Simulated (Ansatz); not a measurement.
Geometry relaxation of NbN (part 2 of 2)

Continued. System: NbN (slab, 6 atoms in the cell). Method: DFT PBEsol, scalar-relativistic, plane waves, PAW, no spin polarisation (Ansatz 0.2.0); cutoff 420 eV, 10×10×1 k-mesh, Gaussian smearing of 0.1 eV. The structure derives from an entry of the Crystallography Open Database. The input holds or restrains some coordinates. Forces given for the steps count only the free coordinates. It belongs to a series of runs on one base structure; here: clean slab, lower half held.

Geometry of the input (Å; fractional positions):
```
2.8565  0.0000  0.0000
0.0000  2.9350  0.0000
0.0000  0.0000  22.9308
N  0.0000  0.0000  0.3707
Nb 0.5000  0.5000  0.4076
N  0.0000  0.5000  0.4815
Nb 0.5000  0.0000  0.5185
N  0.0000  0.0000  0.5924
Nb 0.5000  0.5000  0.6293
```

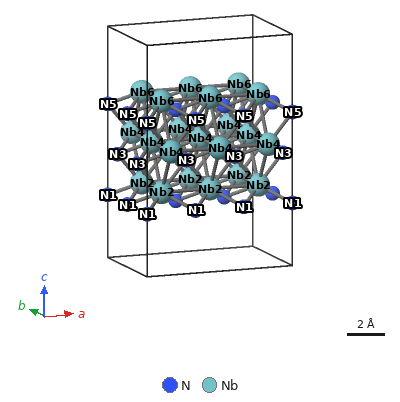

The structure as given in the input (ball-and-stick view of the 3 × 2 repeat of the cell, with the vacuum cut short, seen slightly off an axis; atoms are numbered from 1 in the order of the input). An atom can appear more than once, as a periodic image.

## What the program printed, continued
```
SCF iter   1: F=—  HF=-14626.384396 eV  |F-HF|=—  |Δ(HF+E_count)|=         —  Δρ=3.84e-3  dr2=1.97e-1  ethr=3.71e-4  p=0.055 e·Å  D=5.22e-2 V/Å  ΔV_dip=-1.20 eV  dr2_dipole=5.43e-2  V_vac-E_F(+/−)=5.28/6.47 eV  ⟨swp⟩=1.4  Hψ=3735  notcnv=0  defer=40
efield: sawtooth ramp at fractional position 0.9500 (handed on by an earlier solve), width 0.1000; the density the first Hamiltonian is built on has a dipole p = 0.055 e·Å; the dipole correction subtracts the counter field D = 5.22e-2 V/Å, which shifts the + side's vacuum level by -1.20 eV against the − side's; the planar-averaged density in the ramp window peaks in size at 1.5e-6 e/Å³
preconditioner: auto → LDOS  [metal: Δε(μ)=0.037 eV  Ē_g=7.983 eV  σ=0.100 eV  W_gap=0.20  n_scr=24 (ndim 8)  ℏωp=14.7 eV  f_vac=0.585  D(μ)=3.13/eV (n_scr^D=12)  β→1.0]
SCF iter   2: F=—  HF=-14626.378320 eV  |F-HF|=—  |Δ(HF+E_count)|=   6.08e-3  Δρ=2.35e-3  dr2=1.60e-2  ethr=3.65e-4  p=0.055 e·Å  D=5.22e-2 V/Å  ΔV_dip=-1.20 eV  dr2_dipole=4.99e-4  V_vac-E_F(+/−)=5.25/6.45 eV  ⟨swp⟩=2.4  Hψ=1570  notcnv=0  defer=40
SCF iter   3: F=—  HF=-14626.378812 eV  |F-HF|=—  |Δ(HF+E_count)|=   4.92e-4  Δρ=2.54e-3  dr2=2.04e-2  ethr=2.96e-5  p=0.053 e·Å  D=5.01e-2 V/Å  ΔV_dip=-1.15 eV  dr2_dipole=3.82e-4  V_vac-E_F(+/−)=5.26/6.41 eV  ⟨swp⟩=3.1  Hψ=2337  notcnv=0  defer=40
SCF iter   4: F=—  HF=-14626.375895 eV  |F-HF|=—  |Δ(HF+E_count)|=   2.92e-3  Δρ=6.26e-4  dr2=1.08e-3  ethr=2.96e-5  p=0.054 e·Å  D=5.08e-2 V/Å  ΔV_dip=-1.16 eV  dr2_dipole=2.46e-5  V_vac-E_F(+/−)=5.26/6.42 eV  ⟨swp⟩=2.0  Hψ=1744  notcnv=0  defer=40
SCF iter   5: F=—  HF=-14626.375704 eV  |F-HF|=—  |Δ(HF+E_count)|=   1.91e-4  Δρ=1.41e-4  dr2=5.61e-5  ethr=2.00e-6  p=0.054 e·Å  D=5.08e-2 V/Å  ΔV_dip=-1.16 eV  dr2_dipole=2.53e-6  V_vac-E_F(+/−)=5.25/6.42 eV  ⟨swp⟩=2.2  Hψ=1867  notcnv=0  defer=40
SCF iter   6: F=-14626.375722 eV  HF=-14626.375721 eV  |F-HF|=1.23e-6  |Δ(HF+E_count)|=   1.68e-5  Δρ=5.82e-5  dr2=6.95e-6  ethr=3.28e-8  p=0.054 e·Å  D=5.09e-2 V/Å  ΔV_dip=-1.17 eV  dr2_dipole=3.68e-7  V_vac-E_F(+/−)=5.25/6.42 eV  ⟨swp⟩=14.6  Hψ=6784  notcnv=0
SCF 2 converged in 6 iterations: F = -14626.375722 eV  dr2 = 6.95e-6
relax step   2: F+E_penalty+E_count = -14626.37572181 eV  Δ(F+E_penalty+E_count) = -1.599e-3 eV  max|allowed force component| = 5.401e-1 eV/Å  Δτ_max = 0.0453 Å  (6 SCF iters, dr2 threshold 1.77e-5 eV, accepted)
SCF iter   1: F=—  HF=-14626.383624 eV  |F-HF|=—  |Δ(HF+E_count)|=         —  Δρ=1.80e-3  dr2=4.43e-2  ethr=7.38e-4  p=0.054 e·Å  D=5.09e-2 V/Å  ΔV_dip=-1.17 eV  dr2_dipole=1.22e-2  V_vac-E_F(+/−)=5.25/6.42 eV  ⟨swp⟩=2.0  Hψ=2002  notcnv=0  defer=37
efield: sawtooth ramp at fractional position 0.9500 (handed on by an earlier solve), width 0.1000; the density the first Hamiltonian is built on has a dipole p = 0.054 e·Å; the dipole correction subtracts the counter field D = 5.09e-2 V/Å, which shifts the + side's vacuum level by -1.17 eV against the − side's; the planar-averaged density in the ramp window peaks in size at 1.1e-6 e/Å³
preconditioner: auto → LDOS  [metal: Δε(μ)=0.010 eV  Ē_g=7.992 eV  σ=0.100 eV  W_gap=0.06  n_scr=24 (ndim 8)  ℏωp=14.7 eV  f_vac=0.585  D(μ)=3.70/eV (n_scr^D=12)  β→1.0]
SCF iter   2: F=—  HF=-14626.382603 eV  |F-HF|=—  |Δ(HF+E_count)|=   1.02e-3  Δρ=1.09e-3  dr2=3.44e-3  ethr=8.20e-5  p=0.054 e·Å  D=5.08e-2 V/Å  ΔV_dip=-1.16 eV  dr2_dipole=3.97e-4  V_vac-E_F(+/−)=5.27/6.43 eV  ⟨swp⟩=1.5  Hψ=1522  notcnv=0  defer=38
SCF iter   3: F=—  HF=-14626.383058 eV  |F-HF|=—  |Δ(HF+E_count)|=   4.55e-4  Δρ=1.42e-3  dr2=5.72e-3  ethr=6.37e-6  p=0.055 e·Å  D=5.19e-2 V/Å  ΔV_dip=-1.19 eV  dr2_dipole=5.90e-5  V_vac-E_F(+/−)=5.26/6.45 eV  ⟨swp⟩=3.1  Hψ=2179  notcnv=0  defer=38
SCF iter   4: F=—  HF=-14626.382126 eV  |F-HF|=—  |Δ(HF+E_count)|=   9.33e-4  Δρ=2.98e-4  dr2=2.33e-4  ethr=6.37e-6  p=0.055 e·Å  D=5.15e-2 V/Å  ΔV_dip=-1.18 eV  dr2_dipole=4.71e-6  V_vac-E_F(+/−)=5.26/6.45 eV  ⟨swp⟩=2.0  Hψ=1644  notcnv=0  defer=38
SCF iter   5: F=-14626.382080 eV  HF=-14626.382081 eV  |F-HF|=1.40e-6  |Δ(HF+E_count)|=   4.43e-5  Δρ=5.41e-5  dr2=9.38e-6  ethr=3.38e-8  p=0.055 e·Å  D=5.15e-2 V/Å  ΔV_dip=-1.18 eV  dr2_dipole=5.86e-7  V_vac-E_F(+/−)=5.27/6.45 eV  ⟨swp⟩=12.0  Hψ=7463  notcnv=0
SCF 3 converged in 5 iterations: F = -14626.382080 eV  dr2 = 9.38e-6
relax step   3: F+E_penalty+E_count = -14626.38208003 eV  Δ(F+E_penalty+E_count) = -6.358e-3 eV  max|allowed force component| = 3.060e-2 eV/Å  Δτ_max = 0.0211 Å  (5 SCF iters, dr2 threshold 1.82e-5 eV, accepted)
SCF iter   1: F=—  HF=-14626.382048 eV  |F-HF|=—  |Δ(HF+E_count)|=         —  Δρ=1.19e-4  dr2=5.01e-5  ethr=6.67e-6  p=0.055 e·Å  D=5.15e-2 V/Å  ΔV_dip=-1.18 eV  dr2_dipole=5.80e-7  V_vac-E_F(+/−)=5.27/6.45 eV  ⟨swp⟩=1.4  Hψ=1777  notcnv=0
efield: sawtooth ramp at fractional position 0.9500 (handed on by an earlier solve), width 0.1000; the density the first Hamiltonian is built on has a dipole p = 0.055 e·Å; the dipole correction subtracts the counter field D = 5.15e-2 V/Å, which shifts the + side's vacuum level by -1.18 eV against the − side's; the planar-averaged density in the ramp window peaks in size at 1.4e-6 e/Å³
preconditioner: auto → LDOS  [metal: Δε(μ)=0.031 eV  Ē_g=7.987 eV  σ=0.100 eV  W_gap=0.17  n_scr=24 (ndim 8)  ℏωp=14.7 eV  f_vac=0.585  D(μ)=3.60/eV (n_scr^D=12)  β→1.0]
SCF iter   2: F=—  HF=-14626.382129 eV  |F-HF|=—  |Δ(HF+E_count)|=   8.14e-5  Δρ=7.88e-5  dr2=2.40e-5  ethr=9.27e-8  p=0.055 e·Å  D=5.15e-2 V/Å  ΔV_dip=-1.18 eV  dr2_dipole=1.55e-6  V_vac-E_F(+/−)=5.27/6.45 eV  ⟨swp⟩=2.9  Hψ=2178  notcnv=0
SCF iter   3: F=—  HF=-14626.382129 eV  |F-HF|=—  |Δ(HF+E_count)|=   4.14e-7  Δρ=5.12e-5  dr2=9.07e-6  ethr=4.44e-8  p=0.055 e·Å  D=5.15e-2 V/Å  ΔV_dip=-1.18 eV  dr2_dipole=3.06e-7  V_vac-E_F(+/−)=5.27/6.45 eV  ⟨swp⟩=2.6  Hψ=1913  notcnv=0
SCF iter   4: F=—  HF=-14626.382128 eV  |F-HF|=—  |Δ(HF+E_count)|=   9.66e-7  Δρ=1.18e-5  dr2=9.54e-7  ethr=1.68e-8  p=0.055 e·Å  D=5.15e-2 V/Å  ΔV_dip=-1.18 eV  dr2_dipole=1.31e-7  V_vac-E_F(+/−)=5.27/6.45 eV  ⟨swp⟩=2.4  Hψ=1653  notcnv=0
SCF iter   5: F=—  HF=-14626.382128 eV  |F-HF|=—  |Δ(HF+E_count)|=   3.79e-7  Δρ=6.96e-6  dr2=1.60e-7  ethr=1.77e-9  p=0.055 e·Å  D=5.15e-2 V/Å  ΔV_dip=-1.18 eV  dr2_dipole=1.98e-8  V_vac-E_F(+/−)=5.27/6.45 eV  ⟨swp⟩=2.5  Hψ=1895  notcnv=0
SCF iter   6: F=-14626.382129 eV  HF=-14626.382129 eV  |F-HF|=3.35e-8  |Δ(HF+E_count)|=   1.28e-7  Δρ=1.91e-6  dr2=8.36e-9  ethr=1.85e-10  p=0.055 e·Å  D=5.15e-2 V/Å  ΔV_dip=-1.18 eV  dr2_dipole=6.52e-10  V_vac-E_F(+/−)=5.27/6.45 eV  ⟨swp⟩=9.1  Hψ=5292  notcnv=0
SCF 4 converged in 6 iterations: F = -14626.382129 eV  dr2 = 8.36e-9
relax step   4: F+E_penalty+E_count = -14626.38212865 eV  Δ(F+E_penalty+E_count) = -4.861e-5 eV  max|allowed force component| = 6.191e-3 eV/Å  Δτ_max = 0.0022 Å  (6 SCF iters, accepted)
SCF converged after 6 iterations
Free energy (F): -14626.382129 eV
Harris-Foulkes:  -14626.382129 eV  (|F-HF|=3.35e-8)
Internal energy: -14626.364124 eV  (E = F + TS)
E sigma→0 (E₀):  -14626.373126 eV
Entropy (-TS):   -0.018005 eV (-3.001 meV/atom)
Fermi energy:    2.498991 eV
Dipole field:    D = 0.051504 V/Å  (p = 0.054720 e·Å, saw-weighted, corrected)
Work function:   Φ+ = 5.2659 eV   Φ− = 6.4469 eV
Levels:          The Fermi level and band energies are counted from a zero that moves with the ramp; work functions are not
--- Per-component energies (eV) ---
  E_band       = -927.864675
  E_kinetic    = 1570.153185
  E_local      = -57000.789220  (includes V_loc(G=0)·N_el)
  E_nonlocal   = 496.320770
  E_hartree    = 27625.673990
  E_xc         = -701.142336
  E_vxc        = -864.451293  (∫ρ·V_xc dr)
  E_paw        = -9417.726893  (= ΣΔE_a)
  E_vpaw       = -379.906704  (= ΣTr[D̂ρ^β])
  E_aug_tail   = 0.000280  (compensation charges beyond the density's cutoff)
  E_efield     = 0.001409  (sawtooth field / dipole correction)
  E_vefield    = -0.544674  (∫n·V_field dr)
  E_ewald      = 22800.494267
  E_core_change = 0.650423  (= ΣΔE_core)
  E_smearing   = -0.018005  (= −TS)
  E_closure    = 0.000000  (closes the sum)
  Σ components = -14626.382129   (vs F -14626.382129, Δ=0.00e0)
--- Forces (eV/Å), atoms counted from 1 ---
  atom   1  N      0.00000000     0.00000000     3.03283951
  atom   2  Nb     0.00000000     0.00000000    -3.23479460
  atom   3  N      0.00000000     0.00000000     0.20407325
  atom   4  Nb     0.00000000     0.00000000    -0.00228147
  atom   5  N      0.00000000     0.00000000     0.00619138
  atom   6  Nb     0.00000000     0.00000000    -0.00608153
  max |Σ_I F_I| component: 5.35e-5 eV/Å
--- Band table (eV; the first three rows and the last of 36) ---
  k-point 0: bands = ["-52.7281", "-52.6156", "-52.5390", "-29.2942", "-28.8545", "-28.5493", "-28.4048", "-28.3931", "-28.3457", "-28.2933", "-28.1818", "-28.1378", "-13.6377", "-12.7097", "-11.0822", "-4.1446", "-2.8794", "-1.7403", "-1.3124", "-1.1510", "-0.6921", "-0.6238", "-0.4950", "-0.4150", "0.0245", "1.2095", "1.7930", "1.8969", "5.2793", "5.5421", "5.6633", "5.7490", "5.7999"]
  k-point 1: bands = ["-52.7182", "-52.6067", "-52.5333", "-29.2719", "-28.8658", "-28.6375", "-28.4291", "-28.3942", "-28.3927", "-28.2858", "-28.2539", "-28.1308", "-13.5168", "-12.6200", "-10.9760", "-4.0645", "-2.9213", "-1.8953", "-1.7709", "-1.0654", "-0.7506", "-0.6523", "-0.5069", "0.0063", "0.1759", "1.2313", "1.5621", "2.0827", "4.7779", "5.0755", "5.2873", "5.3132", "5.7786"]
  k-point 2: bands = ["-52.6922", "-52.5829", "-52.5191", "-29.2275", "-28.9374", "-28.8315", "-28.5668", "-28.5175", "-28.3659", "-28.3622", "-28.2665", "-28.1125", "-13.1959", "-12.3964", "-10.7026", "-3.9006", "-3.1896", "-2.6171", "-1.8736", "-1.3467", "-1.0831", "-0.3299", "-0.1632", "-0.0266", "0.8507", "1.0236", "1.6239", "2.4525", "4.1699", "4.5004", "4.7456", "4.9933", "5.2753"]
  k-point 35: bands = ["-52.5118", "-52.3955", "-52.3825", "-29.2626", "-29.2580", "-29.2352", "-29.1374", "-29.0521", "-28.8969", "-28.6031", "-28.4619", "-28.4458", "-12.7669", "-12.4084", "-10.6139", "-3.9958", "-3.9029", "-3.8027", "-3.7573", "-2.3357", "-2.1544", "-1.5444", "-0.5786", "0.8123", "1.9390", "2.7533", "4.0407", "4.0669", "5.7607", "6.1300", "6.2874", "6.5586", "7.3736"]
--- Relaxed structure (4 steps of the walk, 4 accepted, 0 SCFs on fresh bases) ---
  F+E_penalty+E_count = -14626.38212865 eV   max|allowed force component| = 6.191e-3 eV/Å
  atoms:
    - { symbol: N, position: [0.0, 0.0, 0.3706809911] }
    - { symbol: Nb, position: [0.5, 0.5, 0.4076292794] }
    - { symbol: N, position: [0.0, 0.5, 0.4815258559] }
    - { symbol: Nb, position: [0.5, 0.0, 0.5195135231230924] }
    - { symbol: N, position: [0.0, 0.0, 0.5933780629472264] }
    - { symbol: Nb, position: [0.5, 0.5, 0.6294452875297057] }
```

## Results in brief

| quantity | value |
| --- | --- |
| outcome | converged under the restraints of the input |
| electrons treated | 54 |
| free energy | −14626.3821 eV |
| work function, top face | 5.27 eV |
| work function, bottom face | 6.45 eV |
| Fermi energy | 2.499 eV |
| gap on the k-point mesh | none (metallic) |
| final volume | 192.25 Å³ |
| work function (upper face) | 5.27 eV |
| largest force (length of the vector) at the end, held atoms and coordinates included | 3.235 eV/Å |
| hardware | 1 thread of an Arm (aarch64) CPU, shared host |
| wall time | 89 s |
| peak memory | 0.46 GiB |
